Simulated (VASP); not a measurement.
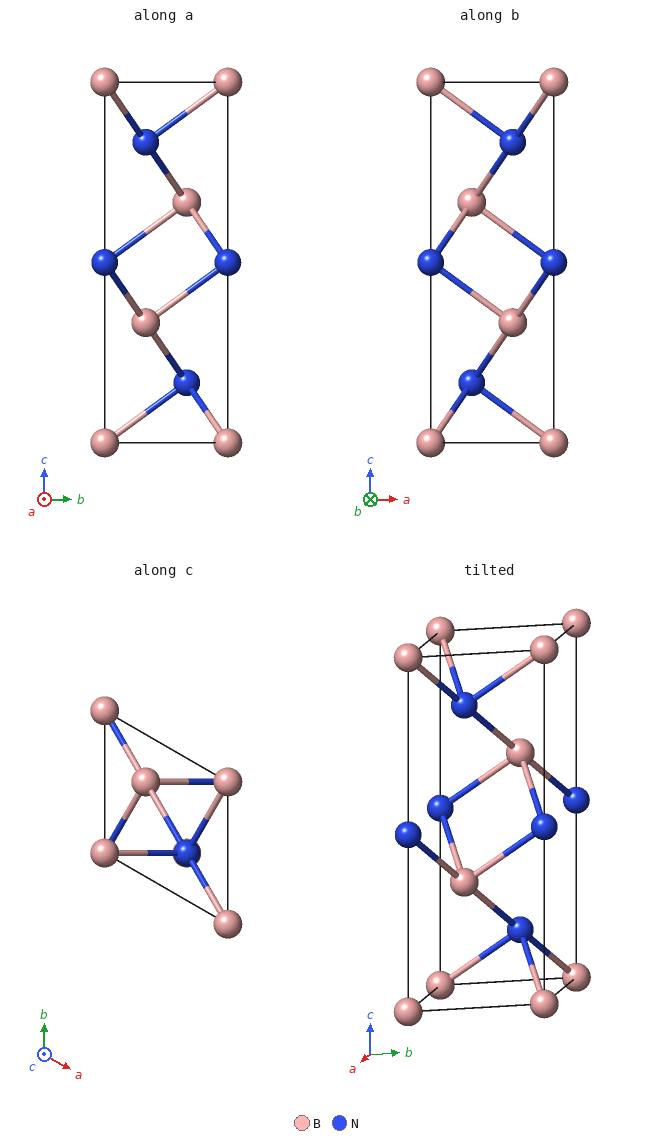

Crystal structure, ball-and-stick style, seen along the a axis, along the b axis, along the c axis and slightly off an axis. The lines enclose the conventional unit cell; boundary atoms appear with their images.

Lattice parameters: a = 2.4690 Å, b = 2.4690 Å, c = 6.2630 Å, α = 90.000°, β = 90.000°, γ = 120.000°.

> Give the atomic positions as a CIF in P1 with every atom of the cell.

```cif
data_structure
_symmetry_space_group_name_H-M 'P 1'
_symmetry_Int_Tables_number 1
_cell_length_a 2.4690
_cell_length_b 2.4690
_cell_length_c 6.2630
_cell_angle_alpha 90.000
_cell_angle_beta 90.000
_cell_angle_gamma 120.000
_cell_volume 33.06
loop_
_atom_site_label
_atom_site_type_symbol
_atom_site_fract_x
_atom_site_fract_y
_atom_site_fract_z
_atom_site_occupancy
B1 B 0.0000 0.0000 0.0000 1
N1 N 0.6667 0.3333 0.8333 1
B2 B 0.6667 0.3333 0.3333 1
N2 N 0.3333 0.6667 0.1667 1
B3 B 0.3333 0.6667 0.6667 1
N3 N 0.0000 0.0000 0.5000 1
```

The cell started as a structure type filled with these elements by a generator (whether the compound takes this form wasn't checked). The cell was then strained or its atoms displaced on purpose. A calculation with VASP used it as input.

At this level of theory the cell isn't at rest (stretched, at -9 GPa), so its distances can differ from those at equilibrium, the more so the softer the solid.
